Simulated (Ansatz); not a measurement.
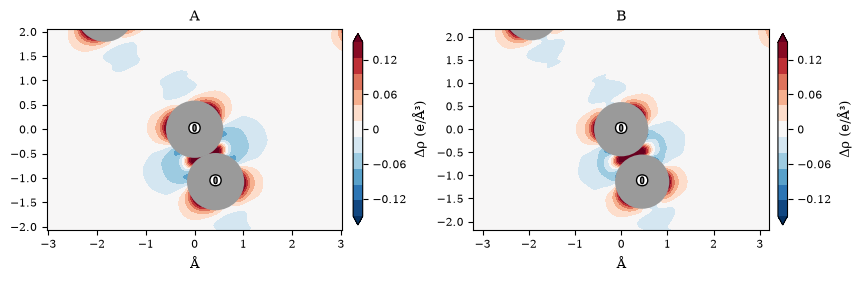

O: deformation density on the (010) plane of the conventional cell at two volumes, with the same fractional coordinates and one colour scale. Grey discs cover the cores.

Space group C2/m; not relaxed (largest force 0.4 eV/Å); spin-polarised. The cell comes from a database of computed structures, not from a measurement.

Theory: DFT PBE, scalar-relativistic, plane waves, PAW (Ansatz).

### How do the two volumes compare, and how does the bonding charge respond?

B is the larger cell: A has 85 % of the volume of B.
- The pressure is 1 GPa in B and 14 GPa in A.
- The rearranged charge is 0.15 e an atom in B and 0.16 e in A.
- The net moment is 2.00 μB a cell in B and 2.00 μB in A.
- The scaled cell isn't relaxed: forces reach 5.0 eV/Å.
